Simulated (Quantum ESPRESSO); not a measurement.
# A series of single points on InPd

System: InPd (Pm-3m, 2 atoms in the cell).
Method: Kohn-Sham DFT of a periodic cell, PBE, SSSP 1.3 efficiency PBE, no spin polarisation (Quantum ESPRESSO 7.5).

The 7 runs differ only in the geometry, by an even scaling of the cell at fixed fractional positions. The structure derives from a Materials Project entry.

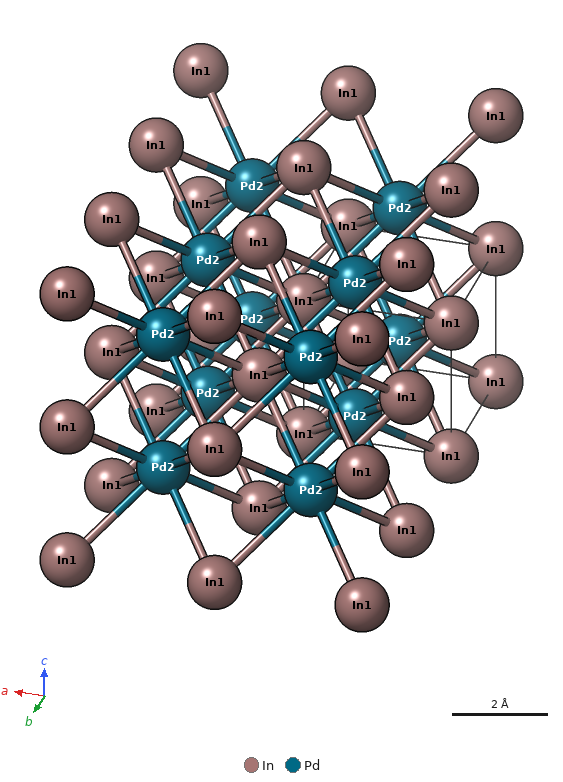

Figure 1. The structure of run 4 (ball-and-stick view of the cell of the calculation, repeated 2 × 3 × 2, seen at an oblique angle; atoms are numbered from 1 in the order of the input).

## Input of run 4
```
&CONTROL
  calculation = 'scf'
  prefix = 'pwscf'
  outdir = './tmp'
  pseudo_dir = './pseudo'
  tprnfor = .true.
  tstress = .true.
  disk_io = 'nowf'
/
&SYSTEM
  ibrav = 0
  nat = 2
  ntyp = 2
  ecutwfc = 60
  ecutrho = 440
  nbnd = 23
  occupations = 'smearing'
  smearing = 'fd'
  degauss = 0.00367493
/
&ELECTRONS
  conv_thr = 4d-10
  electron_maxstep = 120
  mixing_beta = 0.5
/
ATOMIC_SPECIES
In   114.8180 In.pbe-dn-rrkjus_psl.0.2.2.UPF
Pd   106.4200 Pd_ONCV_PBE-1.0.oncvpsp.upf
CELL_PARAMETERS angstrom
   3.2718847800    0.0000000000    0.0000000000
   0.0000000000    3.2718847800    0.0000000000
   0.0000000000    0.0000000000    3.2718847800
ATOMIC_POSITIONS crystal
In     0.0000000000    0.0000000000    0.0000000000
Pd     0.5000000000    0.5000000000    0.5000000000
K_POINTS automatic
8 8 8 0 0 0
```

Command:
```bash
OMP_NUM_THREADS=1 pw.x -in pw.in > pw.out
```

Lattice vectors (Å) and fractional positions of run 4:
```
   3.271885    0.000000    0.000000
   0.000000    3.271885    0.000000
   0.000000    0.000000    3.271885
In  0.000000  0.000000  0.000000
Pd  0.500000  0.500000  0.500000
```

Run 3 differs from it as follows:
```diff
-   3.2718847800    0.0000000000    0.0000000000
-   0.0000000000    3.2718847800    0.0000000000
-   0.0000000000    0.0000000000    3.2718847800
+   3.2499251601    0.0000000000    0.0000000000
+   0.0000000000    3.2499251601    0.0000000000
+   0.0000000000    0.0000000000    3.2499251601
```

## Results, with one run withheld

```tsv
run	volume per atom (Å³)	free energy per atom, from the lowest run given (meV)	pressure (GPa)
1	16.462	59.70	13.32
2	16.813	34.27	9.62
3	17.163	?	?
4	17.513	5.31	3.50
5	17.863	0.06	0.98
6	18.214	0.00	−1.25
7	18.564	4.51	−3.18
```

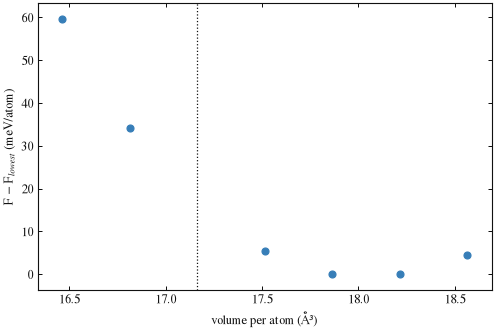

Figure 2. Free energy per atom of the runs given; the dotted line marks run 3.

What should run 3 give?

A cubic polynomial in V^(−2/3) (the Birch–Murnaghan form), fitted to the 6 runs given, misses them by at most 0.01 meV per atom. With x = V^(−2/3) − 0.14810 Å⁻², it reads F = 4.5923 + 3825.8 x + 7.1594e+05 x² + 3.4447e+06 x³ (meV per atom). At run 3 it gives 16.46 meV per atom, and the run itself gives 16.45. The slope of the fit gives a pressure −dF/dV of 6.56 GPa there, and the run prints 6.36 GPa. The two needn't agree exactly: the fit is approximate, and the printed stress is taken on a finite basis. The fit has its minimum at 18.041 Å³ per atom, where V d²F/dV² gives 115 GPa: the bulk modulus at this level, since symmetry fixes the shape and the positions.

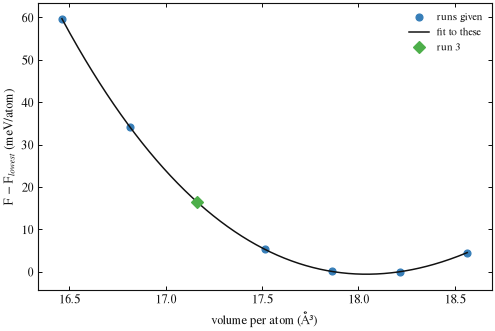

Figure 3. The fit and the withheld run.

## Some lines of the output (run 3)
```
[...]
     number of k points=    35  Fermi-Dirac smearing, width (Ry)=  0.0037
     total energy              =    -397.97152400 Ry
     total energy              =    -398.06032206 Ry
     total energy              =    -398.11656774 Ry
     total energy              =    -398.11781320 Ry
     total energy              =    -398.11785515 Ry
     total energy              =    -398.11785738 Ry
     total energy              =    -398.11785833 Ry
     total energy              =    -398.11785839 Ry
     the Fermi energy is    17.0773 ev
!    total energy              =    -398.11785840 Ry
     The total energy is F=E-TS. E is the sum of the following terms:
     Computing stress (Cartesian axis) and pressure
          total   stress  (Ry/bohr**3)                   (kbar)     P=       63.60
```
